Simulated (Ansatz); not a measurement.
```
CELL_PARAMETERS angstrom
3.04982 0.00000 0.00000
0.00000 3.04982 0.00000
0.00000 0.00000 3.04982
ATOMIC_POSITIONS crystal
Ag 0.00000 0.00000 0.00000
Ag 0.50000 0.50000 0.50000
```

Space group Im-3m; set up as Ag, bcc; a generated structure, not necessarily the stable one; changed on purpose from its base cell (volume × 0.88); computed pressure about 25 GPa in this cell; computed without spin polarisation.

Computed with Ansatz, DFT, LDA (PW92), plane waves (420 eV) with PAW, scalar-relativistic.

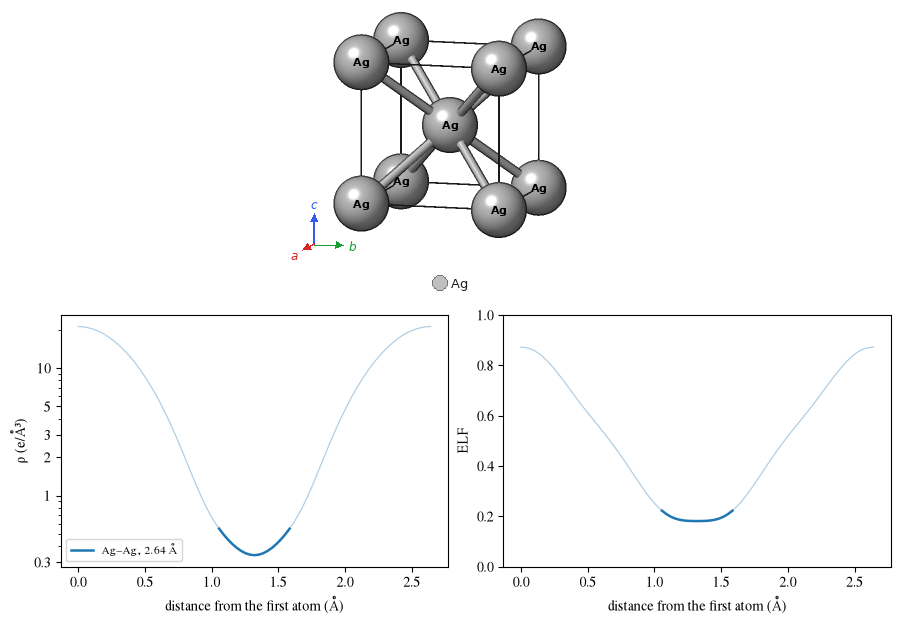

Ag. Valence electron density and ELF along straight lines between neighbouring atoms. Thin, pale parts lie inside the atomic spheres. The structure is drawn too.

The density is the valence pseudo-density of a PAW calculation; it isn't the true density close to the nuclei.

**What can be read from the curves?**

Ag–Ag (2.64 Å): ρ is about 0.34 e/Å³ halfway; the ELF is about 0.20 at the midpoint; no shared electron pair shows on this line.
